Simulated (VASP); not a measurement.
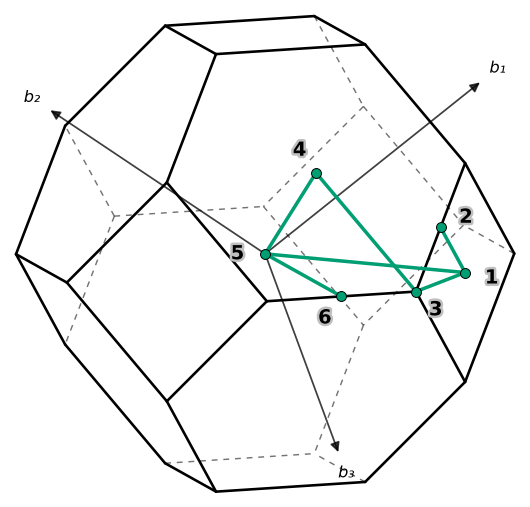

For BAs, coordinates from a relaxation with VASP Kohn-Sham DFT of a periodic cell, vdW-DF, VASP PAW PBE potentials, gw, light (VASP): the first Brillouin zone of a face-centred cubic lattice (cF; extended symbol cF2) is drawn with its special points numbered. All values are computed from the atomic coordinates in the standard setting (tolerance 0.002 Å).

a = 4.875 Å, b = 4.875 Å, c = 4.875 Å, α = 90.00°, β = 90.00°, γ = 90.00°.

Labels and path follow the convention of Hinuma et al. (2017), as computed by seekpath; the arrows show the directions of the reciprocal primitive vectors b₁, b₂, b₃, in which coordinates are given.

Which special point is each number?

```json
{"no.": "1", "label": "X", "coordinates": "(1/2, 0, 1/2)"}
{"no.": "2", "label": "U", "coordinates": "(5/8, 1/4, 5/8)"}
{"no.": "3", "label": "W", "coordinates": "(1/2, 1/4, 3/4)"}
{"no.": "4", "label": "L", "coordinates": "(1/2, 1/2, 1/2)"}
{"no.": "5", "label": "Γ", "coordinates": "(0, 0, 0)"}
{"no.": "6", "label": "K", "coordinates": "(3/8, 3/8, 3/4)"}
```
